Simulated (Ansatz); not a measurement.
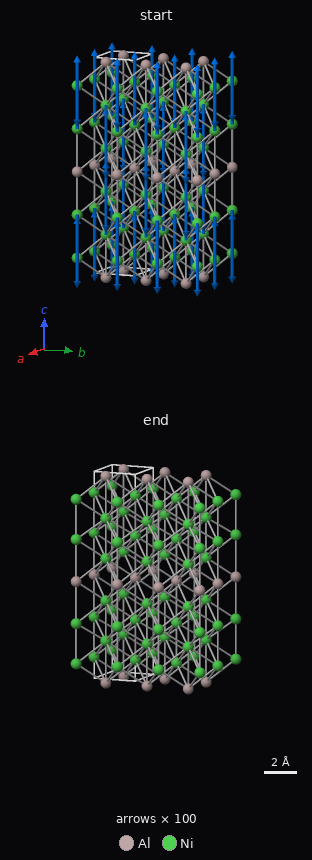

The structure of a crystal of AlNi4 (a generated structure, set up in I4/mmm) (coarse preliminary run) before (top) and after (bottom) a relaxation, at one scale. The blue arrows give the displacements (the part carried along by the change of the cell is left out), magnified 100 times.

Style: ball-and-stick. Shown: the conventional cell (2 times the calculation's cell), repeated 2 × 3 × 1 with one cell outlined, slightly off an axis. Lengths and directions refer to the drawn axes.

Method: DFT PBE, scalar-relativistic, plane waves, PAW in Ansatz. (plane-wave cutoff 420 eV; k-point mesh 8 × 8 × 8; occupations gaussian; smearing width 0.1 eV; collinear spin; cell and atoms relaxed; force threshold 0.04 eV/Å; at most 70 steps)

Question: Describe what moved and what it gained.

Answer: The largest moves relative to the cell, 0.048 Å, are those of Ni atoms. Al stays in place. Cell: a = b 2.816 → 2.899 Å (+2.9 %), c 14.079 → 13.508 Å (−4.1 %). Volume +1.7 %. Some distances before and after: Ni–Ni 2.816 → 2.627 Å, Al–Ni 2.816 → 2.749 Å, Ni–Ni 2.439 → 2.403 Å, Al–Ni 2.439 → 2.470 Å. The space group stays I4/mmm (No. 139). After 4 accepted moves (6 points after the start) the energy has fallen by 9.4 meV per atom. Largest force component: 0.44 eV/Å at the start, 0.038 eV/Å at the end. Pressure: 2.93 GPa at the start and −0.03 GPa at the end. The line search rejected the trial step at point 4 of the run. The SCF was repeated once at an unchanged geometry on a basis and grid sized afresh for the cell, which shifted the energy by 0.1 meV per atom at most. The program noted that the starting moments weren't kept. The run may lie on a higher electronic state than the lowest, so the end point isn't shown to be the ground-state structure.
